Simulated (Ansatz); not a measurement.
Run report: Hf16HO32, geometry relaxation (part 2 of 4)

Continued. System: Hf16HO32 (defect cell, 49 atoms in the cell). Method: DFT PBE, scalar-relativistic, plane waves, PAW, spin-polarised (Ansatz 0.2.0); cutoff 420 eV, 2×2×1 k-mesh, Gaussian smearing of 0.05 eV, collinear spins. The structure derives from a Materials Project entry.

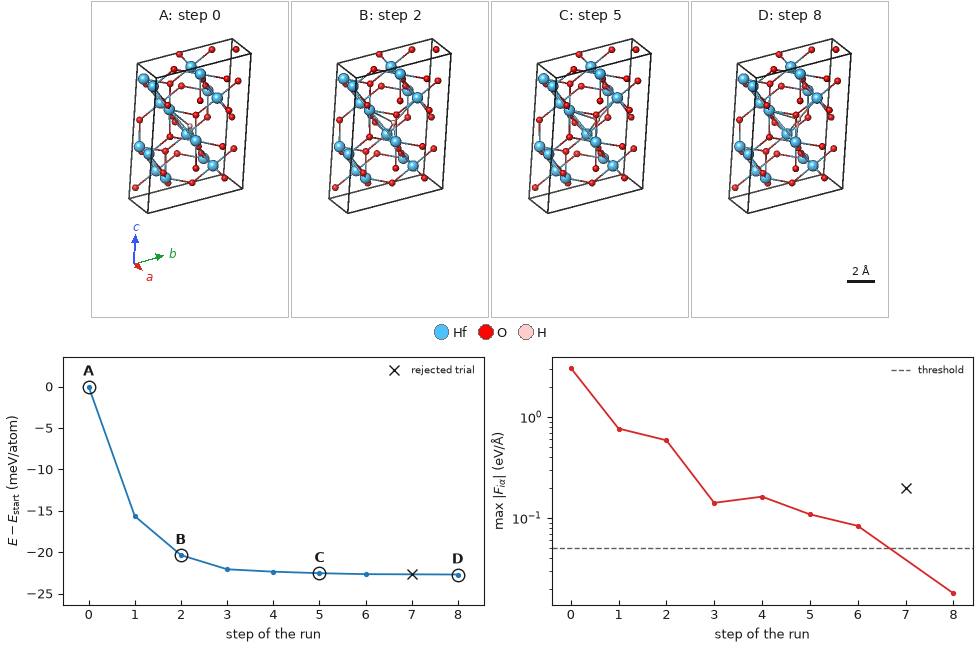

**Figure 1.** Frames of the relaxation (ball-and-stick view of the cell of the calculation (origin shifted), seen slightly off an axis) above the curves, on which the letters mark them (the first geometry is step 0 here and step 1 in the log).

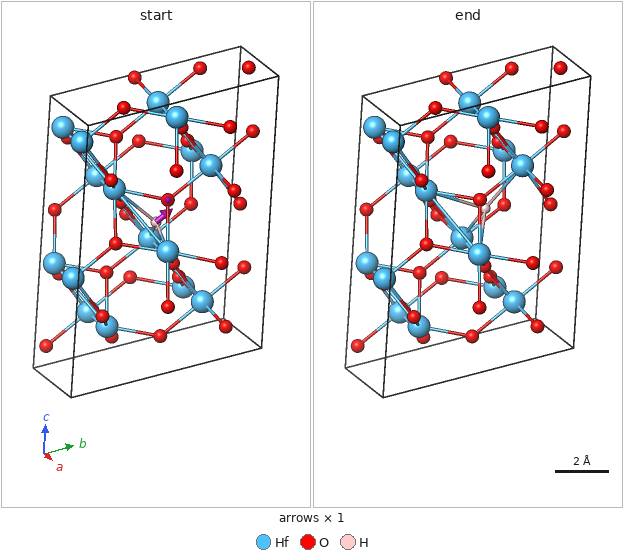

**Figure 2.** Before (left) and after (right) the relaxation, at one scale (ball-and-stick view of the cell of the calculation (origin shifted), seen slightly off an axis). The pink arrows give the displacements, at true length. The energy falls by 22.7 meV per atom in 8 geometry steps. The largest force component goes from 3.1 to 0.018 eV/Å. The line search rejected the trial step at point 7 (counted from 0) and went back. The atom that moves furthest is H49 (0.84 Å). By element the largest moves are H 0.84 Å, O 0.19 Å, Hf 0.13 Å. The cell stays as it was. Among the contacts that change: Hf14–H49 3.366 → 2.678 Å, Hf5–H49 2.332 → 2.772 Å, Hf12–H49 1.747 → 2.060 Å, Hf4–H49 2.469 → 2.766 Å. Among the angles that change: Hf5–H49–Hf12 130.0° → 100.1°, Hf4–H49–Hf12 127.7° → 99.8°, Hf4–H49–Hf5 83.8° → 71.6°. (Atoms are counted from 1 in the order of the input.)

```
SCF converged after 8 iterations
Magnetization: 1.0000 μB (305.0000 up, 304.0000 down)
Absolute magnetization: 1.0591 μB (∫|ρ↑−ρ↓|, with the PAW one-centre terms)
Spin contamination: 0.0033 ħ² per cell (⟨S²⟩ above its minimum at these occupations)
Per-site moments (μB) at R_I (Å): [(0.00018244040092843563, 0.8532622545767865), (9.656722583971244e-5, 0.854634439289908), (0.0001220892393391545, 0.8549359926362547), (0.00015632128037680257, 0.84993825642692), (0.00032718830422205284, 0.8485904426019951), (0.00026268503642116575, 0.8547383061022661), (0.002159975092151272, 0.8537015958006798), (0.0019908387210848784, 0.8521942442426369), (0.00037063721110125973, 0.8538253952983793), (0.0026643263912925503, 0.8521007202823794), (0.0001240090879423518, 0.8553804796060948), (0.031083281379351128, 0.8498070386192634), (0.002838691231939001, 0.8512953631251678), (-8.702996070188997e-5, 0.85028904006182), (8.0625342436108e-5, 0.851494487831283), (0.0003272048644101906, 0.8535229509196052), (3.1722711953702046e-5, 0.8538253952983793), (0.0002516383304481674, 0.8528700659176845), (5.4165558614642194e-5, 0.8566296505911424), (0.09175847262979002, 0.8248802132708006), (-9.880180841520348e-5, 0.8573495313022447), (0.0006279674865061241, 0.85028904006182), (9.408205308709158e-5, 0.8577939323977587), (0.0010123276566649374, 0.8521167986241429), (0.00029786934291011846, 0.8548439780981495), (0.00024161268132872306, 0.854634439289908), (0.00031904001812206855, 0.8549359926362547), (0.04494506866523013, 0.8521007202823794), (0.04638903890045048, 0.8512953631251678), (0.00023108623106433472, 0.8547383061022661), (0.003669664895446985, 0.8537444010841682), (0.0032142403411452255, 0.8537967856360242), (0.0008470058384220091, 0.8547785596576529), (0.002799097415509218, 0.84993825642692), (0.0002866216406863105, 0.8560940120176858), (0.004502692217215361, 0.8485904426019951), (0.002557912508922963, 0.8532622545767865), (0.0033924531949704063, 0.8588598759363344), (0.0036866848615271087, 0.8592257516964488), (0.00033256643206975607, 0.8566609605469421), (0.0006269093751648888, 0.8544652103255143), (0.001375433983437118, 0.8537015958006798), (-4.059400615420873e-5, 0.8553804796060948), (0.0023897205181384554, 0.8521942442426369), (0.0006667496732192591, 0.8552353102882314), (0.10397985271625634, 0.7742794501738283), (0.0002278503643518006, 0.851494487831283), (4.265729526359636e-5, 0.8535229509196052), (0.43656371676742206, 0.7742794501738283)]
Free energy (F): -269797.894048 eV
Harris-Foulkes:  -269797.894048 eV  (|F-HF|=8.67e-9)
Internal energy: -269797.894048 eV  (E = F + TS)
E sigma→0 (E₀):  -269797.894048 eV
Fermi energy:    14.882457 eV
--- Per-component energies (eV) ---
  E_band       = -784.078661
  E_kinetic    = 12383.533675
  E_local      = -103350.566246  (includes V_loc(G=0)·N_el)
  E_nonlocal   = -18341.013525
  E_hartree    = 47092.500489
  E_xc         = -7175.025319
  E_vxc        = -7288.708174  (∫ρ·V_xc dr)
  E_paw        = -115909.410176  (= ΣΔE_a)
  E_vpaw       = 21627.593969  (= ΣTr[D̂ρ^β])
  E_aug_tail   = 0.079213  (compensation charges beyond the density's cutoff)
  E_ewald      = -84497.992159
  E_smearing   = -0.000000  (= −TS)
  E_closure    = 0.000000  (closes the sum)
  Σ components = -269797.894048   (vs F -269797.894048, Δ=0.00e0)
--- Forces (eV/Å), atoms counted from 1 ---
  atom   1  Hf     0.00390914     0.00372930     0.00595323
  atom   2  Hf    -0.00091418    -0.00487358     0.00256645
  atom   3  Hf     0.00721563    -0.00401634     0.00918559
  atom   4  Hf    -0.00492438    -0.00657712    -0.01083350
  atom   5  Hf    -0.00022208    -0.00042549     0.00136591
  atom   6  Hf     0.00187293     0.00422175    -0.00754215
  atom   7  Hf    -0.00632300     0.00127988    -0.00372909
  atom   8  Hf    -0.00063571    -0.00581462     0.00064170
  atom   9  Hf    -0.00058597     0.00440062    -0.00246768
  atom  10  Hf    -0.00537002     0.00406197    -0.00392701
  atom  11  Hf     0.00089188    -0.00219674     0.00176503
  atom  12  Hf     0.00103036     0.00296916     0.00199498
  atom  13  Hf    -0.00128298     0.00224749     0.00508873
  atom  14  Hf     0.00145754     0.00009541    -0.00810219
  atom  15  Hf     0.00202477     0.00495506    -0.00087488
  atom  16  Hf     0.00673434    -0.00112843     0.00820622
  atom  17  O     -0.00112398     0.00051788    -0.00220673
  atom  18  O     -0.00006805     0.00208250     0.00012637
  atom  19  O      0.00015622    -0.00065308    -0.00118625
  atom  20  O      0.01801626    -0.00058405     0.00364582
  atom  21  O     -0.00166434     0.00287436    -0.00207748
  atom  22  O     -0.00214614     0.00325241    -0.00159724
  atom  23  O     -0.00494718     0.00293272     0.00154775
  atom  24  O     -0.00066730    -0.00064766     0.00154566
  atom  25  O      0.00073819     0.00068168    -0.00535146
  atom  26  O      0.00108249     0.00027655     0.00478006
  atom  27  O     -0.00227123     0.00066176    -0.00318365
  atom  28  O      0.00271064    -0.00312144     0.00536972
  atom  29  O      0.00198736    -0.00408290    -0.00398173
  atom  30  O      0.00231645     0.00176114    -0.00280242
  atom  31  O      0.00056730    -0.00143545     0.00493437
  atom  32  O     -0.00416108    -0.00359244    -0.00140891
  atom  33  O     -0.00230289    -0.00046166    -0.00463337
  atom  34  O     -0.00316451    -0.00151277     0.00439198
  atom  35  O     -0.00233471    -0.00104975    -0.00124061
  atom  36  O      0.00190663    -0.00481602     0.00436623
  atom  37  O      0.00222420    -0.00377812    -0.00365288
  atom  38  O     -0.00388672    -0.00185692    -0.00074627
  atom  39  O     -0.00273455    -0.00094711     0.00598694
  atom  40  O     -0.00062288     0.00081643    -0.00363403
  atom  41  O      0.00147458    -0.00277244     0.00187463
  atom  42  O      0.00196353     0.00031164     0.00190930
  atom  43  O     -0.00053582     0.00216854     0.00039363
  atom  44  O     -0.00722095     0.00402304    -0.00119155
  atom  45  O     -0.00652911     0.00396484    -0.00237228
  atom  46  O      0.01047935     0.00885478     0.00426221
  atom  47  O     -0.00242387     0.00045242     0.00008969
  atom  48  O     -0.00135356    -0.00037555    -0.00273150
  atom  49  H     -0.00033569    -0.00685186    -0.00051856
  max |Σ_I F_I| component: 2.18e-5 eV/Å
--- Relaxed structure (9 steps of the walk, 8 accepted, 0 SCFs on fresh bases) ---
  F+E_penalty+E_count = -269797.89404841 eV   max|allowed force component| = 1.802e-2 eV/Å
  atoms:
    - { symbol: Hf, position: [0.003616613000350734, -0.0035321492309019257, 0.0006519821231483101] }
    - { symbol: Hf, position: [0.2504781300965054, 0.24824706827907705, 0.7504312383280349] }
    - { symbol: Hf, position: [0.49743172754143783, 0.5003891856092376, -0.0002788773593644933] }
    - { symbol: Hf, position: [0.5027838942192056, 0.4925037286652994, 0.5007395532174237] }
    - { symbol: Hf, position: [0.7582087458874185, 0.7430295146509369, 0.24866085700349044] }
    - { symbol: Hf, position: [0.7478151194977398, 0.7481005630287052, 0.7494961934618226] }
    - { symbol: Hf, position: [-0.005073216647817597, 0.001911701207395311, 0.5001460634926603] }
    - { symbol: Hf, position: [0.2455546903822839, 0.25508413730459806, 0.24942454170462336] }
    - { symbol: Hf, position: [0.7525940547439793, 0.24686366584102742, 0.752014060877735] }
    - { symbol: Hf, position: [-0.0025349649152003606, 0.4994864575530602, 0.5000991043460382] }
    - { symbol: Hf, position: [0.24831724529136967, 0.7481267985460173, 0.7485916475952527] }
    - { symbol: Hf, position: [0.25871605886372345, 0.7502855051887822, 0.2537983532740844] }
    - { symbol: Hf, position: [0.4993005552476989, -0.0001803598070932444, -0.00051780795717353] }
    - { symbol: Hf, position: [0.49893878705972294, -0.0018965520385262613, 0.49985293032468026] }
    - { symbol: Hf, position: [0.7476932799682982, 0.24666415963349453, 0.2482567648931588] }
    - { symbol: Hf, position: [-0.0012375192019794395, 0.49802393650804816, -0.0014673208971712204] }
    - { symbol: O, position: [0.6722867203066176, 0.4770559949216784, 0.8258150229781605] }
    - { symbol: O, position: [0.9202454214860314, 0.7291268742515122, 0.5741601168000017] }
    - { symbol: O, position: [0.17292231019204066, 0.9767691830769138, 0.8250109471503343] }
    - { symbol: O, position: [0.15329453381634248, 0.9869395152194649, 0.3207124474138442] }
    - { symbol: O, position: [0.4199912735608363, 0.2283443197113063, 0.07626000660759708] }
    - { symbol: O, position: [0.4238253889311758, 0.22354039376391116, 0.5772061104224915] }
    - { symbol: O, position: [0.6700140846807224, 0.4764920785083505, 0.3244746413800006] }
    - { symbol: O, position: [0.9280846098129014, 0.7256934970571695, 0.07477018150099812] }
    - { symbol: O, position: [0.7726482757075499, 0.07450501304517693, 0.9254358913504634] }
    - { symbol: O, position: [0.02202691443318394, 0.3267093697685212, 0.6745415660340117] }
    - { symbol: O, position: [0.27050155400243836, 0.5748890132202539, 0.9222083391621351] }
    - { symbol: O, position: [0.271083393948146, 0.5630581452349552, 0.4275581805729456] }
    - { symbol: O, position: [0.5326739068937196, 0.8217068652949724, 0.16749741830056103] }
    - { symbol: O, position: [0.5189898970530837, 0.8253343533102606, 0.6739361808099954] }
    - { symbol: O, position: [0.7663493213548995, 0.08118326495230463, 0.42471267374325133] }
    - { symbol: O, position: [0.016983716025935836, 0.3296599613699522, 0.17394559770330303] }
    - { symbol: O, position: [0.48030668417422995, 0.17227149643631862, 0.8249955370307579] }
    - { symbol: O, position: [0.7293873329194736, 0.41485929376821634, 0.5768088343763792] }
    - { symbol: O, position: [0.9775788397342493, 0.6706122313077065, 0.8245942434497446] }
    - { symbol: O, position: [0.9851479040606559, 0.6681222508812596, 0.3239211919011905] }
    - { symbol: O, position: [0.23064415750866846, 0.9199560767846655, 0.07748491308237249] }
    - { symbol: O, position: [0.22825961805976147, 0.9189279745834983, 0.5724734689177681] }
    - { symbol: O, position: [0.4758924460874821, 0.16632216689098336, 0.32485906694468225] }
    - { symbol: O, position: [0.7279415925754127, 0.4207143912371838, 0.07424114886975997] }
    - { symbol: O, position: [0.8265763258654306, 0.018750530796442816, 0.6751237937513178] }
    - { symbol: O, position: [0.07637620150196672, 0.2696308522681939, 0.4251508317237745] }
    - { symbol: O, position: [0.3282401775474907, 0.5190610632896416, 0.6730719083244266] }
    - { symbol: O, position: [0.32807585660788496, 0.5218199290614638, 0.1740454575114425] }
    - { symbol: O, position: [0.575048717812339, 0.7709527198003504, 0.9223450785781624] }
    - { symbol: O, position: [0.5934073209018632, 0.7625785947102479, 0.42824268542728766] }
    - { symbol: O, position: [0.8279725894115132, 0.01716003024527986, 0.17459982403512703] }
    - { symbol: O, position: [0.07912542093987229, 0.267929229962064, 0.9247430559421985] }
    - { symbol: H, position: [0.38595167225134513, 0.8366226802306224, 0.36002674117507316] }
--- Löwdin populations: 49 sites ---
  site symbol       q [e]    m [muB]
     0     Hf     24.5468     0.0007
     1     Hf     24.5495     0.0002
     2     Hf     24.5480     0.0005
     3     Hf     24.5478    -0.0037
     4     Hf     24.5456    -0.0029
     5     Hf     24.5516     0.0008
     6     Hf     24.5525     0.0048
     7     Hf     24.5492     0.0046
     8     Hf     24.5541     0.0013
     9     Hf     24.5576     0.0086
    10     Hf     24.5477     0.0003
    11     Hf     24.6392     0.1114
    12     Hf     24.5577     0.0088
    13     Hf     24.5639     0.0009
    14     Hf     24.5433     0.0003
    15     Hf     24.5512     0.0010
    16      O      6.6781     0.0000
    17      O      6.6806     0.0002
    18      O      6.6799     0.0000
    19      O      6.6544     0.0931
    20      O      6.6815    -0.0001
    21      O      6.6659     0.0004
    22      O      6.6805     0.0003
    23      O      6.6668     0.0009
    24      O      6.6804     0.0003
    25      O      6.6803     0.0002
    26      O      6.6772     0.0003
    27      O      6.6663     0.0436
    28      O      6.6661     0.0452
    29      O      6.6751     0.0002
    30      O      6.6724     0.0035
    31      O      6.6744     0.0031
    32      O      6.6780     0.0011
    33      O      6.6754     0.0028
    34      O      6.6784     0.0004
    35      O      6.6740     0.0055
    36      O      6.6768     0.0038
    37      O      6.6843     0.0032
    38      O      6.6841     0.0035
    39      O      6.6781     0.0003
    40      O      6.6760     0.0007
    41      O      6.6747     0.0013
    42      O      6.6767    -0.0000
    43      O      6.6719     0.0036
    44      O      6.6765     0.0005
    45      O      6.6697     0.1118
    46      O      6.6745     0.0003
    47      O      6.6759     0.0001
    48      H      0.9775     0.5243
  spilling = 0.002482 (of n_electrons = 609.000000)
settings of this run that can trade accuracy for cost: output.eigenvalues: false. Do not mix this run's numbers with those of runs without the same settings; the input reference describes each key
```
